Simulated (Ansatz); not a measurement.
GeO₂ (space group P4_2/mnm, No. 136). Coordinates: the geometry relaxed at fixed volume with DFT PBE, scalar-relativistic, plane waves, PAW (Ansatz 0.2.0).

```
Ge O
1.0
     4.54788    0.00000    0.00000
     0.00000    4.54788    0.00000
     0.00000    0.00000    2.91332
Ge O
2 4
Direct
  0.00000 0.00000 0.00000
  0.50000 0.50000 0.50000
  0.30858 0.30858 0.00000
  0.19142 0.80858 0.50000
  0.69142 0.69142 0.00000
  0.80858 0.19142 0.50000
```

Bonds are taken as Ge–O below 2.2 Å; no other contact counts. Atoms with one bond or none are removed and atoms with two bonds are replaced by edges, until no such atom is left.

Derive the underlying net.

The result is a binodal (3,6)-connected, three-periodic net: O is a 3-connected node; Ge is a 6-connected node, in the ratio 2:1. It is the rtl net, known from rutile. It is a single net, without interpenetration.

| node | links | point symbol | coordination sequence |
| --- | --- | --- | --- |
| O | 3 | 4·6² | 3 14 19 62 51 |
| Ge | 6 | 4²·6¹⁰·8³ | 6 10 38 34 102 |

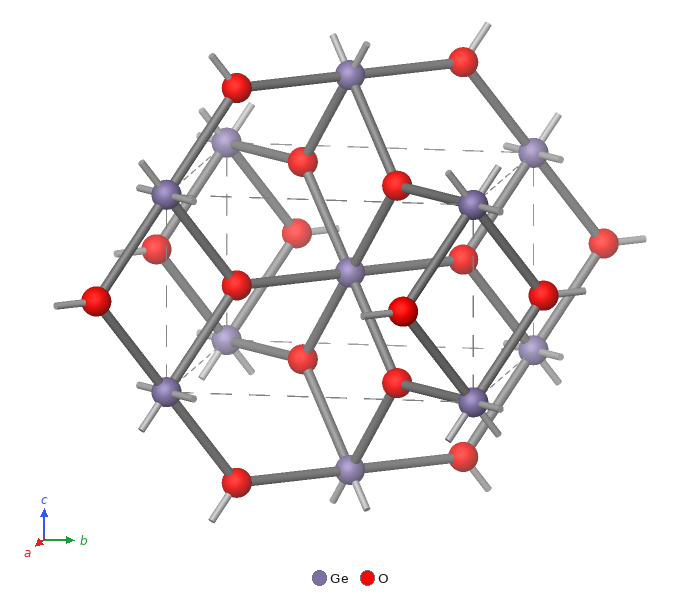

Nodes are coloured by element. Short stubs are edges that leave the cut-out.
